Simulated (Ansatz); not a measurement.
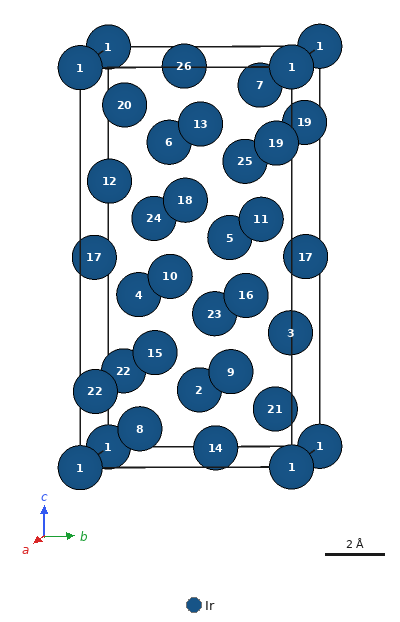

**Figure 1.** The structure as given in the input (spheres-only view of the cell of the calculation, seen slightly off an axis; atoms are numbered from 1 in the order of the input). An atom can appear more than once, as a periodic image.

Single-point calculation, with input and output: Ir (part 1 of 2)

Ir (26 atoms in the cell), computed with DFT PBE, scalar-relativistic, plane waves, PAW, no spin polarisation (Ansatz 0.2.0).

The structure derives from an entry of the Crystallography Open Database. It belongs to a series of runs on one base structure; here: bulk in the cell of the (3 2 0) plane. Figures and captions count atoms from 1; the log counts them from 0 in places.

Input file
```yaml
crystal:
  lattice:
    - [3.8706609775, 0.0, 0.0]
    - [-1.9353304887, 6.9779333122, 0.0]
    - [0.0, 0.0, 13.9558666243]
  atoms:
    - { symbol: Ir, position: [0.0, 0.0, 0.0] }
    - { symbol: Ir, position: [0.2307692308, 0.4615384615, 0.1538461538] }
    - { symbol: Ir, position: [0.4615384615, 0.9230769231, 0.3076923077] }
    - { symbol: Ir, position: [0.0769230769, 0.1538461538, 0.3846153846] }
    - { symbol: Ir, position: [0.3076923077, 0.6153846154, 0.5384615385] }
    - { symbol: Ir, position: [0.1538461538, 0.3076923077, 0.7692307692] }
    - { symbol: Ir, position: [0.3846153846, 0.7692307692, 0.9230769231] }
    - { symbol: Ir, position: [0.6153846154, 0.2307692308, 0.0769230769] }
    - { symbol: Ir, position: [0.8461538462, 0.6923076923, 0.2307692308] }
    - { symbol: Ir, position: [0.6923076923, 0.3846153846, 0.4615384615] }
    - { symbol: Ir, position: [0.9230769231, 0.8461538462, 0.6153846154] }
    - { symbol: Ir, position: [0.5384615385, 0.0769230769, 0.6923076923] }
    - { symbol: Ir, position: [0.7692307692, 0.5384615385, 0.8461538462] }
    - { symbol: Ir, position: [0.8076923077, 0.6153846154, 0.0384615385] }
    - { symbol: Ir, position: [0.6538461538, 0.3076923077, 0.2692307692] }
    - { symbol: Ir, position: [0.8846153846, 0.7692307692, 0.4230769231] }
    - { symbol: Ir, position: [0.5, 0.0, 0.5] }
    - { symbol: Ir, position: [0.7307692308, 0.4615384615, 0.6538461538] }
    - { symbol: Ir, position: [0.9615384615, 0.9230769231, 0.8076923077] }
    - { symbol: Ir, position: [0.5769230769, 0.1538461538, 0.8846153846] }
    - { symbol: Ir, position: [0.4230769231, 0.8461538462, 0.1153846154] }
    - { symbol: Ir, position: [0.0384615385, 0.0769230769, 0.1923076923] }
    - { symbol: Ir, position: [0.2692307692, 0.5384615385, 0.3461538462] }
    - { symbol: Ir, position: [0.1153846154, 0.2307692308, 0.5769230769] }
    - { symbol: Ir, position: [0.3461538462, 0.6923076923, 0.7307692308] }
    - { symbol: Ir, position: [0.1923076923, 0.3846153846, 0.9615384615] }
basis:
  ecutwfc: 420
kpoints:
  mp_grid: { grid: [10, 10, 4] }
hamiltonian:
  xc: pbe
scf:
  occupations: { method: gaussian, width: 0.1 }
output:
  forces: true
  stress: true
  eigenvalues: true
```

Launched with:
```bash
ansatz run input.yaml --threads 4 --pin off --max-ram 11264MiB --backend cpu --events-out ev --progress --plain --runs-dir out
```

The program's output
```
Engine: ansatz 0.2.0, x86_64-unknown-linux-gnu
Pseudopotentials: kind: paw
Pseudopotential: Ir, paw, valence charge 17, recommended cutoff 420 eV (normal), Ir.paw.azcp
Functional definition: PBE
  parameter kappa = 0.804
  parameter beta = 0.06672455060314922
  exchange = pbe_x(kappa = kappa, mu = beta*pi^2/3)
  correlation = pbe_c(beta = beta)
Crystal: 26 atoms, lattice volume = 376.937 Å³
Basis set: ecut = 420 eV, 7375 PW (Γ), exchange–correlation on 54×100×192 points (8 copies of the dense FFT grid, shifted against one another)
Bands: 266, of which v1, the nominal top of the filled ones, is band 221 counted from 1 (220 counted from 0)
Symmetry: 104 space group operations
Space group: Fm-3m (ITA 225), of the structure as read, at distance tolerance 7.2e-5 Å
k-points: 117 of 400
Non-local potential: Ir, projectors of the file, l = 0: 3, l = 1: 2, l = 2: 2, l = 3: 1
PAW form: soft (Blöchl's): semilocal exchange-correlation on the pseudo side does not see the compensation charge
PAW one-centre angular grid: Ir, 590 points (default); XC on 64 Gauss nodes
Initial density: superposition of atomic densities (neutral atoms: chi_scale 0, normalization atom), corrected by the library's trained network
Initial wavefunctions: pseudopotential atomic-orbital guess
Functional: x = pbe(κ = 0.804, μ = 0.2195149727645171), c = pbe(β = 0.06672455060314922)
SCF iter   1: F=—  HF=-310318.042335 eV  |F-HF|=—  |Δ(HF+E_count)|=         —  Δρ=3.91e-3  dr2=7.51e-3  ethr=1.77e-3  ⟨swp⟩=5.0  Hψ=98942  notcnv=0  defer=703
preconditioner: auto → Kerker (q_TF=auto, 2.802 Å⁻¹)  [metal: Δε(μ)=0.002 eV  Ē_g=6.882 eV  σ=0.100 eV  W_gap=0.01  n_scr=134 (ndim 8)  ℏωp=29.3 eV  f_vac=0.000  D(μ)=26.48/eV (n_scr^D=270)]
SCF iter   2: F=—  HF=-310318.071270 eV  |F-HF|=—  |Δ(HF+E_count)|=   2.89e-2  Δρ=2.21e-3  dr2=2.59e-3  ethr=1.70e-6  ⟨swp⟩=2.8  Hψ=66494  notcnv=0  defer=1081
SCF iter   3: F=—  HF=-310318.081273 eV  |F-HF|=—  |Δ(HF+E_count)|=   1.00e-2  Δρ=1.36e-4  dr2=2.46e-5  ethr=5.86e-7  ⟨swp⟩=2.0  Hψ=41520  notcnv=0  defer=1081
SCF iter   4: F=—  HF=-310318.080529 eV  |F-HF|=—  |Δ(HF+E_count)|=   7.44e-4  Δρ=5.74e-5  dr2=4.52e-6  ethr=5.56e-9  ⟨swp⟩=2.0  Hψ=39923  notcnv=0  defer=1081
iter 5 did not close the SCF: its close was put off for the readings that it lacked (scf_convergence_deferred on its scf_iter line)
SCF iter   5: F=-310318.080534 eV  HF=-310318.080534 eV  |F-HF|=4.88e-8  |Δ(HF+E_count)|=   4.44e-6  Δρ=6.83e-6  dr2=8.61e-8  ethr=1.02e-9  ⟨swp⟩=2.0  Hψ=41434  notcnv=0  defer=1081
SCF iter   6: F=-310318.080534 eV  HF=-310318.080534 eV  |F-HF|=1.40e-9  |Δ(HF+E_count)|=   5.72e-8  Δρ=1.61e-6  dr2=7.33e-9  ethr=1.95e-11  ⟨swp⟩=6.3  Hψ=114062  notcnv=0
SCF 1 converged in 6 iterations: F = -310318.080534 eV  dr2 = 7.33e-9
  greatest PAW one-centre occupation: 1.000 electrons in one spin orbital (limit 2), on the Ir atom at site 25 (counted from 0), in its partial waves of l = 0
```

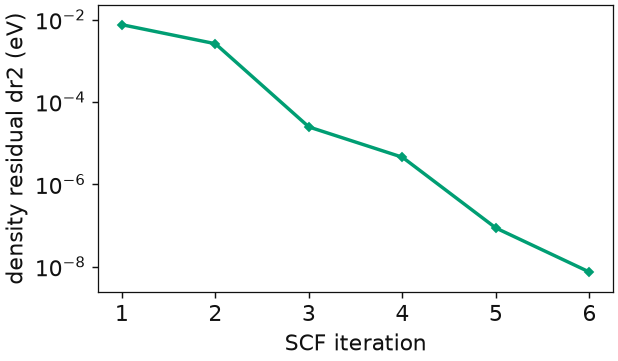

**Figure 2.** Convergence of the self-consistent field: density residual dr2 against the SCF iteration. The residual falls at every step.

```
SCF converged after 6 iterations
Free energy (F): -310318.080534 eV
Harris-Foulkes:  -310318.080534 eV  (|F-HF|=1.40e-9)
Internal energy: -310317.948108 eV  (E = F + TS)
E sigma→0 (E₀):  -310318.014321 eV
Entropy (-TS):   -0.132426 eV (-5.093 meV/atom)
Fermi energy:    25.026181 eV
--- Per-component energies (eV) ---
  E_band       = -2440.483605
  E_kinetic    = 16182.914733
  E_local      = -28383.786642  (includes V_loc(G=0)·N_el)
  E_nonlocal   = 1885.475639
  E_hartree    = 10849.288025
  E_xc         = -6963.765505
  E_vxc        = -7797.997376  (∫ρ·V_xc dr)
  E_paw        = -239806.359272  (= ΣΔE_a)
  E_vpaw       = -6025.658647  (= ΣTr[D̂ρ^β])
  E_aug_tail   = 0.001393  (compensation charges beyond the density's cutoff)
  E_ewald      = -64081.716480
  E_smearing   = -0.132426  (= −TS)
  E_closure    = 0.000000  (closes the sum)
  Σ components = -310318.080534   (vs F -310318.080534, Δ=0.00e0)
--- Forces (eV/Å), atoms counted from 1 ---
  atom   1  Ir     0.00000000     0.00000000    -0.00000000
  atom   2  Ir    -0.00000000     0.00000000     0.00000000
  atom   3  Ir    -0.00000000    -0.00000000     0.00000000
  atom   4  Ir    -0.00000000     0.00000000    -0.00000000
  atom   5  Ir     0.00000000    -0.00000000    -0.00000000
  atom   6  Ir     0.00000000     0.00000000    -0.00000000
  atom   7  Ir     0.00000000     0.00000000     0.00000000
  atom   8  Ir     0.00000000    -0.00000000    -0.00000000
  atom   9  Ir    -0.00000000     0.00000000    -0.00000000
  atom  10  Ir    -0.00000000     0.00000000    -0.00000000
  atom  11  Ir    -0.00000000     0.00000000     0.00000000
  atom  12  Ir     0.00000000     0.00000000     0.00000000
  atom  13  Ir    -0.00000000     0.00000000     0.00000000
  atom  14  Ir    -0.00000000     0.00000000     0.00000000
  atom  15  Ir     0.00000000    -0.00000000     0.00000000
  atom  16  Ir     0.00000000     0.00000000     0.00000000
  atom  17  Ir    -0.00000000     0.00000000     0.00000000
  atom  18  Ir     0.00000000     0.00000000    -0.00000000
  atom  19  Ir     0.00000000    -0.00000000    -0.00000000
  atom  20  Ir     0.00000000     0.00000000    -0.00000000
  atom  21  Ir     0.00000000     0.00000000    -0.00000000
  atom  22  Ir    -0.00000000    -0.00000000     0.00000000
  atom  23  Ir    -0.00000000     0.00000000     0.00000000
  atom  24  Ir    -0.00000000     0.00000000    -0.00000000
  atom  25  Ir     0.00000000    -0.00000000    -0.00000000
  atom  26  Ir    -0.00000000     0.00000000     0.00000000
  max |Σ_I F_I| component: 2.98e-25 eV/Å
--- Stress (GPa, compression-positive) ---
       -0.049476       0.000000       0.000000
        0.000000       0.049780       0.019005
        0.000000       0.019005       0.046710
  P = ⅓ Tr σ = 0.0157 GPa (0.157 kbar)
--- Band table (eV; the first three rows and the last of 117) ---
  k-point 0: bands = ["-67.7607", "-67.7470", "-67.7470", "-67.7168", "-67.7168", "-67.7168", "-67.7168", "-67.7095", "-67.7095", "-67.7074", ... 56 levels left out ..., "-24.5295", "-24.5257", "-24.5257", "-24.5257", "-24.5257", "-24.5066", "-24.5066", "-24.4981", "-24.4981", "-24.4978", "-24.4978", "-24.4957", "-24.4957", "-24.4593", "-24.4593", "-24.4593", "-24.4593", "-24.4554", "-24.4554", "-24.4468", "-24.4468", "-24.4359", "-24.4359", "-24.4217", "-24.4217", "-24.3754", "-24.3754", "-24.3438", "-24.3438",
      "-24.3431", "-24.3431", "-24.3178", "-24.3178", "-24.2855", "-24.2855", "-24.2679", "-24.2672", "-24.2668", "14.1760", "15.2415", "15.2415", "17.3967", "17.6976", "17.6976", "17.6977", "17.6977", "17.7602", "17.7602", "17.9402", "17.9402", "17.9403", "17.9403", "17.9577", "18.0639", "18.0639", "18.2641", "18.2641", "18.4977", "18.4977", "18.4978", "18.4978", "18.7268", "18.7268", "18.7271", "18.7271", "18.7648", "18.7648", "18.7766", "18.7766",
      "18.8856", "18.8856", "19.4019", "19.4019", "19.4195", "19.4195", "19.4196", "19.4196", "19.6434", "19.6434", "19.7188", "19.7188", "19.7971", "19.7971", "19.9479", "19.9479", "19.9481", "19.9481", "20.1340", "20.1340", "20.7149", "20.7149", "20.8780", "20.8780", "21.2107", "21.2107", "21.2111", "21.2111", "21.2954", "21.2962", "21.2966", "21.3484", "21.3484", "21.4753", "21.4753", "21.4753", "21.4753", "21.7496", "21.7496", "21.7526",
      "21.7526", "22.2267", "22.2267", "22.9043", "22.9043", "22.9047", "22.9047", "22.9623", "22.9623", "22.9669", "22.9669", "22.9669", "22.9669", "23.0294", "23.0294", "23.0296", "23.0296", "23.2865", "23.2865", "23.3012", "23.3012", "23.3762", "23.3762", "23.5465", "23.5465", "23.7132", "23.7132", "23.7132", "23.7132", "23.7814", "23.7814", "23.8873", "23.8875", "24.0852", "24.0852", "24.1270", "24.1270", "24.2121", "24.2121", "24.6636",
      "24.6636", "24.8078", "24.8078", "25.1243", "25.1243", "25.1245", "25.1245", "25.3187", "25.3187", "25.3875", "25.3875", "25.3877", "25.3877", "25.8767", "25.9806", "25.9806", "25.9812", "25.9812", "26.0203", "26.0203", "26.3212", "26.3212", "26.3213", "26.3213", "26.3262", "26.3262", "26.4677", "26.4686", "26.5680", "26.5680", "26.7188", "27.0262", "27.0262", "27.0266", "27.0266", "29.0807", "29.0807", "31.1417", "31.1417", "31.5622",
      "31.5622", "32.3275", "32.3275", "32.5053", "32.5053", "32.5054", "32.5054", "32.6475", "32.6475", "32.6476", "32.6476"]
```
